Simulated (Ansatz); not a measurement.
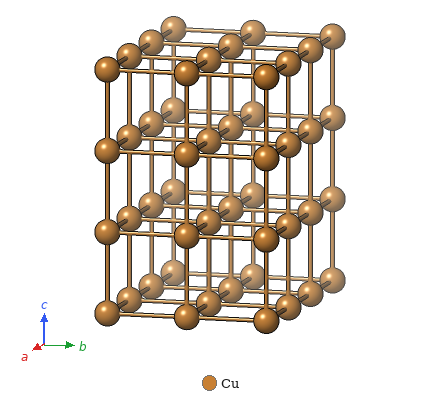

The structure; the drawing may span several cells.

Structure (in its standard cell), the geometry relaxed with DFT, LDA (PW92), plane waves (420 eV) with PAW, scalar-relativistic (Ansatz 0.2.0); the starting structure was generated, so it need not be a known form of this composition:

Space group Pm-3m (No. 221). a = 2.327 Å, b = 2.327 Å, c = 2.327 Å, α = 90.00°, β = 90.00°, γ = 90.00°
```json
{"atom": "Cu", "site": "1a", "symmetry": "m-3m", "x": "0.0000", "y": "0.0000", "z": "0.0000"}
```

Question: Predict the [110] zone-axis pattern (200 kV, kinematic, B = 1 Å²).

Answer: The spots form a rectangular net whose two shortest vectors correspond to d = 2.33 Å and 1.65 Å, 90.0° apart. They are 0 0 1 and 1 -1 0. The pattern has symmetry 2mm. No reflection of this zone is absent.

Strongest reflections with d > 0.80 Å, one of each family (|F|² from tabulated Gaussian fits of the electron scattering factors, times a small damping for the curvature of the Ewald sphere):

| hkl | d (Å) | I (strongest = 100) |
| --- | --- | --- |
| 0 0 1 | 2.327 | 100 |
| 1 -1 0 | 1.645 | 54 |
| 1 -1 1 | 1.343 | 34 |
| 0 0 2 | 1.163 | 23 |
| 1 -1 2 | 0.950 | 12 |
| 2 -2 0 | 0.823 | 7 |

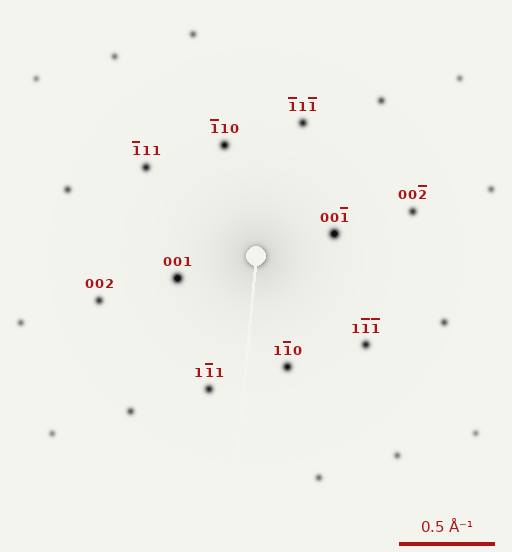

Calculated pattern, seen from the source side with [110] pointing towards the source.
